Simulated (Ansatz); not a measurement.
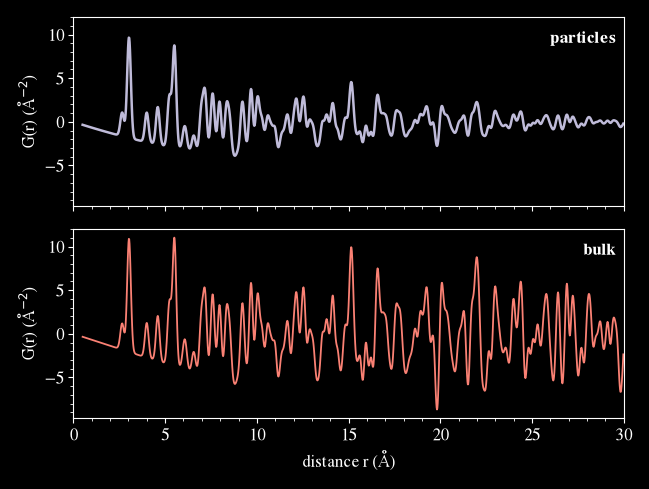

Computed X-ray G(r), with each pair weighted by the product of the atomic numbers (X-ray weights at Q = 0) and a uniform peak width σ = 0.10 Å, for spherical particles of Ga with the bulk structure: the bulk G(r) is multiplied by the envelope of a sphere of diameter D, 1 − 3r/2D + r³/2D³, with no surface relaxation. The number density is 0.0546 atoms per Å³. Basis of the simulation: the end point of a relaxation with DFT, r2SCAN, plane waves (500 eV) with PAW, scalar-relativistic in Ansatz; the starting structure was generated, so it need not be a known form of this composition.

> How large are the particles?

About 40 Å: the amplitude is half of the bulk value at r ≈ 13.9 Å.

> Roughly how many atoms does one particle hold?

About 1800 (number density 0.0546 Å⁻³ times πD³/6).
